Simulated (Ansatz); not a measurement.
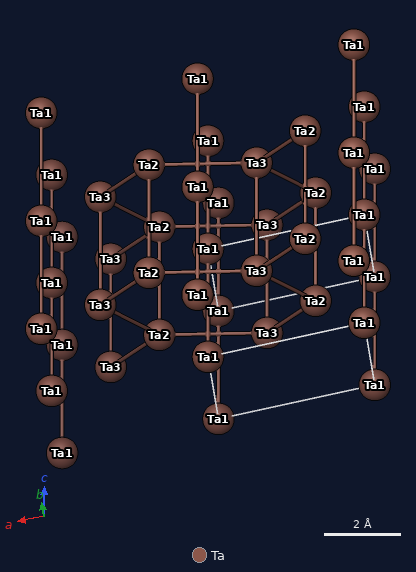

A crystal of Ta (built on the omega_191 type) (coarse preliminary run), before the relaxation. The picture is a ball-and-stick view of the cell of the calculation, repeated 2 × 2 × 2 with one cell outlined, seen from a free direction.

Case: omega type (P6/mmm, No. 191).

Theory: DFT r2SCAN, scalar-relativistic, plane waves, PAW in Ansatz.

Input file:
```yaml
crystal:
  lattice:
    - [4.9513374049, 0.0, 0.0]
    - [-2.4756687025, 4.2879839754, 0.0]
    - [0.0, 0.0, 3.0353851048]
  atoms:
    - { symbol: Ta, position: [0.0, 0.0, 0.0] }
    - { symbol: Ta, position: [0.3333333333, 0.6666666667, 0.5] }
    - { symbol: Ta, position: [0.6666666667, 0.3333333333, 0.5] }
basis:
  ecutwfc: 500
kpoints:
  mp_grid: { grid: [6, 6, 6] }
hamiltonian:
  xc: r2scan
scf:
  occupations: { method: gaussian, width: 0.1 }
  lower_state_search: "off"
output:
  forces: true
  stress: true
  eigenvalues: true
relax:
  adjacent_minimum: "off"
  f_tol: 0.04
  max_steps: 70
  cell: { stress_tol: 0.4 }
```

Question: Where does the relaxation end?

Answer: The energy falls by 1.005 eV per cell of the calculation in 3 accepted moves (4 points after the start). All forces vanish by symmetry, so only the cell relaxes. Pressure: −21.78 GPa at the start and 0.20 GPa at the end. At 1 point the geometry stayed and the basis and grid were re-selected for the new cell (energy shift of 3.1 meV per cell of the calculation at most each time). The atoms keep their places relative to the cell (all moves are under 0.005 Å). Cell: a = b 4.951 → 4.845 Å (−2.1 %), c 3.035 → 2.718 Å (−10.5 %). Volume −14.3 %. Among the contacts that change: Ta1–Ta1 3.035 → 2.718 Å, Ta1–Ta2 3.237 → 3.110 Å, Ta2–Ta3 2.859 → 2.797 Å. The space group stays P6/mmm (No. 191).

The structure at the end:

```
CELL_PARAMETERS angstrom
4.84510 0.00000 0.00000
-2.42255 4.19598 0.00000
0.00000 0.00000 2.71817
ATOMIC_POSITIONS crystal
Ta 0.00000 0.00000 0.00000
Ta 0.33333 0.66667 0.50000
Ta 0.66667 0.33333 0.50000
```

The end point in the same view:

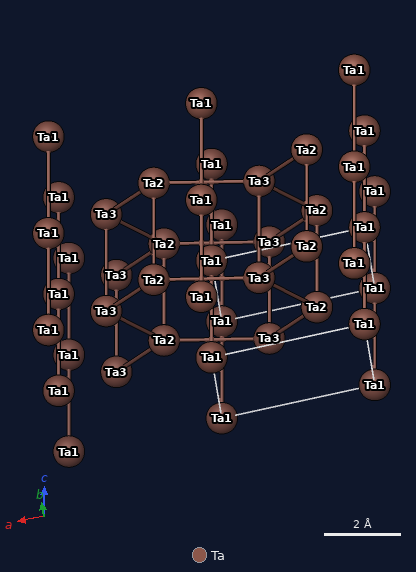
